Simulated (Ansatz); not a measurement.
Cu (cell with a defect)

Cu (cell with a defect), 61 atoms, a = 9.25 Å, b = 9.25 Å, c = 9.25 Å, α = 101.09°, β = 101.09°, γ = 101.09°.

Computed without spin polarisation.

Computed with DFT PBE, scalar-relativistic, plane waves, PAW (Ansatz 0.2.0).

Q: What can the converged valence pseudo-density and electron localisation function tell about the bonding?

A: Cu–Cu (2.56 Å): ρ at the midpoint is about 0.25 e/Å³; the ELF is about 0.25 at the midpoint; no localised pair shows between them.
Cu–Cu (2.58 Å): the density is about 0.25 e/Å³ at the midpoint; the ELF is about 0.20 at the midpoint: no shared electron pair shows on this line.

Q: Metal or insulator at this level of theory?

A: It is metallic or semimetallic at this level of theory: no gap opens.

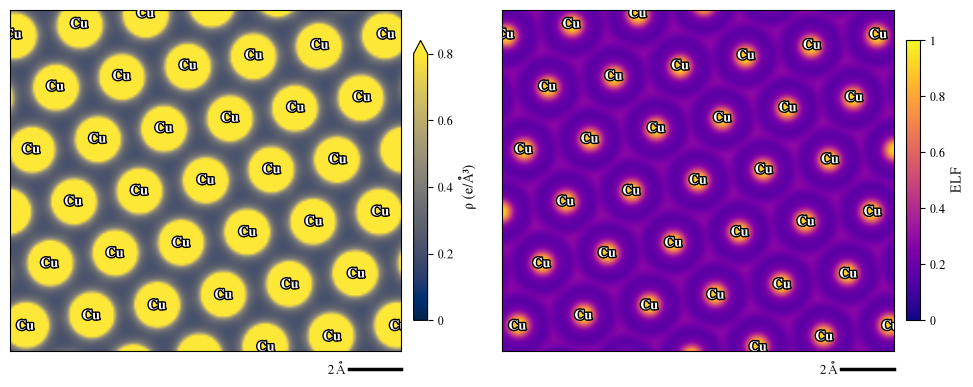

Computed valence pseudo-density and electron localisation function on the (111) plane of the calculation cell, in this order. 
